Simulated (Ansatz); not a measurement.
**What a change does: single-point calculation on ZnS**

System: ZnS (8 atoms in the cell).
Method of run A: DFT r2SCAN, scalar-relativistic, plane waves, PAW, no spin polarisation (Ansatz 0.2.0).

The structure derives from an entry of the Crystallography Open Database. Text and figures count atoms from 1; the logs count them from 0 in places.

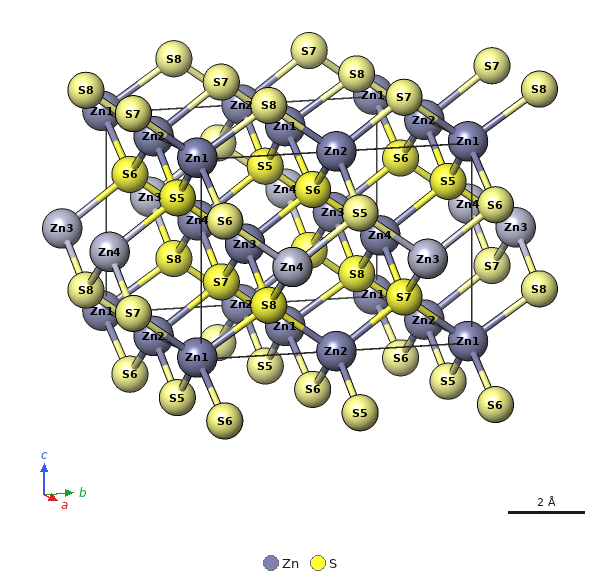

Figure 1. The input geometry (ball-and-stick view of the cell 2 times as large as that of the calculation, set on its symmetry axes, seen slightly off an axis; neighbours outside the cell are drawn fainter; atoms are numbered from 1 in the order of the input). An atom can appear more than once, as a periodic image. Near neighbours in the periodic cell (some may lie outside the picture): Zn has 4 S at 2.10 to 2.58 Å; S has 4 Zn at 2.10 to 2.58 Å.

### Input file, run A
```yaml
crystal:
  lattice:
    - [5.3890263884, 0.0, 0.0]
    - [0.0, -5.3890263884, 0.0]
    - [0.0, 0.0, -5.3890263884]
  atoms:
    - { symbol: Zn, position: [-0.039363703, -0.039363703, 0.0] }
    - { symbol: Zn, position: [0.5, 0.5, 0.0] }
    - { symbol: Zn, position: [0.5, 0.0, 0.5] }
    - { symbol: Zn, position: [0.0, 0.5, 0.5] }
    - { symbol: S, position: [0.75, 0.75, 0.75] }
    - { symbol: S, position: [0.25, 0.25, 0.75] }
    - { symbol: S, position: [0.25, 0.75, 0.25] }
    - { symbol: S, position: [0.75, 0.25, 0.25] }
basis:
  ecutwfc: 500
kpoints:
  mp_grid: { grid: [4, 4, 4] }
hamiltonian:
  xc: r2scan
scf:
  occupations: { method: gaussian, width: 0.05 }
output:
  forces: true
  stress: true
  eigenvalues: true
```

Command:
```bash
ansatz run input.yaml --threads 1 --pin off --max-ram 2560MiB --backend cpu --events-out ev --progress --plain --runs-dir out
```

Hardware: 1 thread of Intel Xeon @ 2.70GHz, 189 GiB of memory available, shared host.

### Output, shortened to warnings, some set-up lines, iterations and results (run A)
```
Basis set: ecut = 500 eV, 3911 PW (Γ), exchange–correlation on 160×160×160 points (64 copies of the dense FFT grid, shifted against one another)
Symmetry: 2 space group operations
k-points: 24 of 64 (time reversal used)
Initial density: superposition of atomic densities (neutral atoms: chi_scale 0, normalization atom), corrected by the library's trained network
[...]
SCF iter   1: F=—  HF=-16933.475669 eV  |F-HF|=—  |Δ(HF+E_count)|=         —  Δρ=1.54e-2  dr2=1.86e-1  dr2_τ=2.86e-2  ethr=1.77e-3  ⟨swp⟩=9.2  Hψ=5248  notcnv=0
SCF iter   2: F=—  HF=-16933.474920 eV  |F-HF|=—  |Δ(HF+E_count)|=   7.49e-4  Δρ=2.36e-3  dr2=5.32e-3  dr2_τ=1.08e-3  ethr=2.58e-4  ⟨swp⟩=2.8  Hψ=2202  notcnv=0  defer=73
SCF iter   3: F=—  HF=-16933.468363 eV  |F-HF|=—  |Δ(HF+E_count)|=   6.56e-3  Δρ=3.24e-3  dr2=7.70e-3  dr2_τ=5.92e-5  ethr=7.39e-6  ⟨swp⟩=2.0  Hψ=1870  notcnv=0  defer=49
SCF iter   4: F=—  HF=-16933.467700 eV  |F-HF|=—  |Δ(HF+E_count)|=   6.63e-4  Δρ=6.70e-4  dr2=3.98e-4  dr2_τ=1.55e-5  ethr=7.39e-6  ⟨swp⟩=2.1  Hψ=1706  notcnv=0  defer=49
SCF iter   5: F=—  HF=-16933.467750 eV  |F-HF|=—  |Δ(HF+E_count)|=   5.07e-5  Δρ=1.68e-4  dr2=3.81e-5  dr2_τ=9.37e-7  ethr=5.52e-7  ⟨swp⟩=2.3  Hψ=1880  notcnv=0  defer=49
SCF iter   6: F=—  HF=-16933.467769 eV  |F-HF|=—  |Δ(HF+E_count)|=   1.84e-5  Δρ=1.39e-4  dr2=1.91e-5  dr2_τ=2.12e-7  ethr=5.29e-8  ⟨swp⟩=2.0  Hψ=1751  notcnv=0  defer=49
SCF iter   7: F=—  HF=-16933.467758 eV  |F-HF|=—  |Δ(HF+E_count)|=   1.10e-5  Δρ=2.87e-5  dr2=9.23e-7  dr2_τ=5.72e-9  ethr=2.65e-8  ⟨swp⟩=2.0  Hψ=1751  notcnv=0  defer=49
SCF iter   8: F=-16933.467758 eV  HF=-16933.467758 eV  |F-HF|=1.28e-8  |Δ(HF+E_count)|=   3.90e-7  Δρ=5.74e-6  dr2=5.87e-8  dr2_τ=9.17e-10  ethr=1.39e-10  ⟨swp⟩=7.9  Hψ=5237  …
SCF 1 converged in 8 iterations: F = -16933.467758 eV  dr2 = 5.87e-8
SCF converged after 8 iterations
Free energy (F): -16933.467758 eV
Harris-Foulkes:  -16933.467758 eV  (|F-HF|=1.28e-8)
Internal energy: -16933.467758 eV  (E = F + TS)
E sigma→0 (E₀):  -16933.467758 eV
Fermi energy:    6.977192 eV
--- Per-component energies (eV) ---
  E_band       = -6.845353
  E_kinetic    = 950.955920
  E_local      = -8186.634827  (includes V_loc(G=0)·N_el)
  E_nonlocal   = 2585.872927
  E_hartree    = 3434.861352
  E_xc         = -863.593426
  E_vxc        = -593.539163  (∫ρ·V_xc dr)
  E_paw        = -9838.852752  (= ΣΔE_a)
  E_vpaw       = -1662.616579  (= ΣTr[D̂ρ^β])
  E_aug_tail   = -0.000257  (compensation charges beyond the density's cutoff)
  E_vtau       = 29.389086  (kinetic-family band-sum trace: ∫τ·v_τ [+ j·A + Jᵃ·Aᵃ] dr)
  E_ewald      = -5014.907153
  E_core_change = -1.169542  (= ΣΔE_core)
  E_smearing   = -0.000000  (= −TS)
  E_closure    = -0.000000  (closes the sum)
  Σ components = -16933.467758   (vs F -16933.467758, Δ=0.00e0)
--- Forces (eV/Å), atoms counted from 1 ---
  atom   1  Zn     1.67423448    -1.67423448    -1.12123549
  atom   2  Zn    -0.26284776     0.26284776     0.01611962
  atom   3  Zn    -0.25795829    -0.30721888    -0.00879177
  atom   4  Zn     0.30721888     0.25795829    -0.00879177
  atom   5  S     -1.08414547     1.08414547     1.24251148
  atom   6  S     -0.29725430     0.29725430    -0.24755466
  atom   7  S     -0.10868958    -0.02943840     0.06387276
  atom   8  S      0.02943840     0.10868958     0.06387276
  max |Σ_I F_I| component: 3.65e-6 eV/Å
--- Stress (GPa, compression-positive) ---
        0.642030      -1.012950      -1.480348
       -1.012950       0.642030       1.480348
       -1.480348       1.480348       1.323535
  P = ⅓ Tr σ = 0.8692 GPa (8.692 kbar)
```

For run B the input was changed thus:
```diff
-    - { symbol: Zn, position: [-0.039363703, -0.039363703, 0.0] }
+    - { symbol: Zn, position: [-0.0196818515, -0.0196818515, 0.0] }
```

What does this change do to the results?

With the same functional and potentials, run B lies 31.7 meV per atom lower. The gap on the mesh goes from 2.58 to 2.66 eV. The pressure goes from 0.87 to 0.21 GPa. The largest force goes from 2.620 to 1.106 eV/Å. The number of SCF iterations is the same.

### Output, shortened to warnings, some set-up lines, iterations and results (run B)
```
Basis set: ecut = 500 eV, 3911 PW (Γ), exchange–correlation on 160×160×160 points (64 copies of the dense FFT grid, shifted against one another)
Symmetry: 2 space group operations
k-points: 24 of 64 (time reversal used)
Initial density: superposition of atomic densities (neutral atoms: chi_scale 0, normalization atom), corrected by the library's trained network
[...]
SCF iter   1: F=—  HF=-16933.730472 eV  |F-HF|=—  |Δ(HF+E_count)|=         —  Δρ=1.54e-2  dr2=1.87e-1  dr2_τ=2.69e-2  ethr=1.77e-3  ⟨swp⟩=9.5  Hψ=5300  notcnv=0
SCF iter   2: F=—  HF=-16933.728790 eV  |F-HF|=—  |Δ(HF+E_count)|=   1.68e-3  Δρ=2.35e-3  dr2=5.14e-3  dr2_τ=1.08e-3  ethr=2.59e-4  ⟨swp⟩=2.7  Hψ=2204  notcnv=0  defer=73
SCF iter   3: F=—  HF=-16933.722261 eV  |F-HF|=—  |Δ(HF+E_count)|=   6.53e-3  Δρ=3.24e-3  dr2=7.63e-3  dr2_τ=5.92e-5  ethr=7.13e-6  ⟨swp⟩=2.0  Hψ=1874  notcnv=0  defer=49
SCF iter   4: F=—  HF=-16933.721627 eV  |F-HF|=—  |Δ(HF+E_count)|=   6.34e-4  Δρ=6.66e-4  dr2=3.81e-4  dr2_τ=1.58e-5  ethr=7.13e-6  ⟨swp⟩=2.2  Hψ=1706  notcnv=0  defer=49
SCF iter   5: F=—  HF=-16933.721677 eV  |F-HF|=—  |Δ(HF+E_count)|=   5.08e-5  Δρ=1.58e-4  dr2=3.32e-5  dr2_τ=8.99e-7  ethr=5.30e-7  ⟨swp⟩=2.2  Hψ=1877  notcnv=0  defer=49
SCF iter   6: F=—  HF=-16933.721689 eV  |F-HF|=—  |Δ(HF+E_count)|=   1.16e-5  Δρ=9.46e-5  dr2=8.78e-6  dr2_τ=7.26e-8  ethr=4.62e-8  ⟨swp⟩=2.0  Hψ=1750  notcnv=0  defer=49
SCF iter   7: F=—  HF=-16933.721684 eV  |F-HF|=—  |Δ(HF+E_count)|=   4.66e-6  Δρ=2.51e-5  dr2=8.44e-7  dr2_τ=6.17e-9  ethr=1.22e-8  ⟨swp⟩=2.0  Hψ=1750  notcnv=0  defer=49
SCF iter   8: F=-16933.721685 eV  HF=-16933.721685 eV  |F-HF|=2.07e-8  |Δ(HF+E_count)|=   7.36e-7  Δρ=8.45e-6  dr2=9.84e-8  dr2_τ=1.50e-9  ethr=1.39e-10  ⟨swp⟩=8.0  Hψ=5149  …
SCF 1 converged in 8 iterations: F = -16933.721685 eV  dr2 = 9.84e-8
SCF converged after 8 iterations
Free energy (F): -16933.721685 eV
Harris-Foulkes:  -16933.721685 eV  (|F-HF|=2.07e-8)
Internal energy: -16933.721685 eV  (E = F + TS)
E sigma→0 (E₀):  -16933.721685 eV
Fermi energy:    6.981793 eV
--- Per-component energies (eV) ---
  E_band       = -5.009181
  E_kinetic    = 950.423262
  E_local      = -8170.052825  (includes V_loc(G=0)·N_el)
  E_nonlocal   = 2586.222640
  E_hartree    = 3427.860129
  E_xc         = -863.306024
  E_vxc        = -593.132931  (∫ρ·V_xc dr)
  E_paw        = -9839.376829  (= ΣΔE_a)
  E_vpaw       = -1663.553955  (= ΣTr[D̂ρ^β])
  E_aug_tail   = -0.000248  (compensation charges beyond the density's cutoff)
  E_vtau       = 29.355364  (kinetic-family band-sum trace: ∫τ·v_τ [+ j·A + Jᵃ·Aᵃ] dr)
  E_ewald      = -5024.322249
  E_core_change = -1.169542  (= ΣΔE_core)
  E_smearing   = -0.000000  (= −TS)
  E_closure    = -0.000000  (closes the sum)
  Σ components = -16933.721685   (vs F -16933.721685, Δ=0.00e0)
--- Forces (eV/Å), atoms counted from 1 ---
  atom   1  Zn     0.75853176    -0.75853176    -0.26797945
  atom   2  Zn    -0.13059529     0.13059529     0.00431751
  atom   3  Zn    -0.12997491    -0.15490619    -0.00232904
  atom   4  Zn     0.15490619     0.12997491    -0.00232904
  atom   5  S     -0.40745538     0.40745538     0.42380068
  atom   6  S     -0.21417089     0.21417089    -0.18908590
  atom   7  S     -0.03366485    -0.00241222     0.01680216
  atom   8  S      0.00241222     0.03366485     0.01680216
  max |Σ_I F_I| component: 1.12e-5 eV/Å
--- Stress (GPa, compression-positive) ---
        0.164128      -0.259625      -0.649621
       -0.259625       0.164128       0.649621
       -0.649621       0.649621       0.311680
  P = ⅓ Tr σ = 0.2133 GPa (2.133 kbar)
```

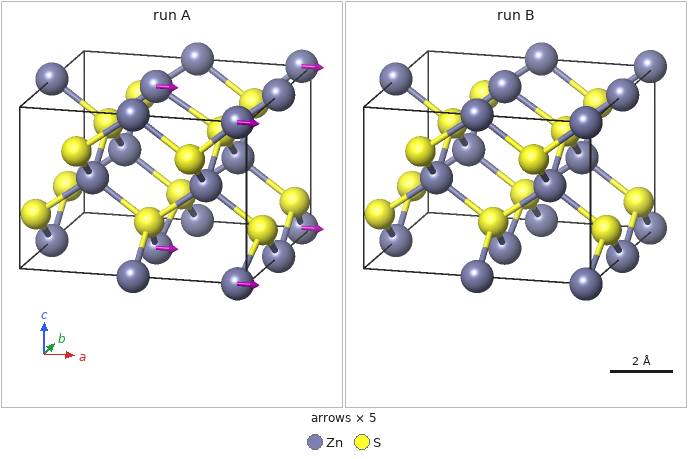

Figure 2. The two input geometries at one scale (ball-and-stick view of the cell 2 times as large as that of the calculation, set on its symmetry axes, seen slightly off an axis). The pink arrows on the first give the shifts of the atoms relative to the cell, magnified 5 times. A Zn atom moves most: 0.15 Å. S stays in place. The cell stays as it was. Among the contacts that change: S–Zn 2.584 → 2.458 Å, S–Zn 2.096 → 2.213 Å, S–Zn 2.353 → 2.338 Å.

### The two runs side by side

```csv
quantity,run A,run B
outcome,converged,converged
free energy per atom (eV),−2116.6835,−2116.7152
gap on the mesh (eV),2.58,2.66
pressure (GPa),0.87,0.21
largest force (eV/Å),2.620,1.106
SCF iterations,8,8
irreducible k-points,24,24
plane waves at Γ,3911,3911
wall time (shared host),30 s,34 s
```
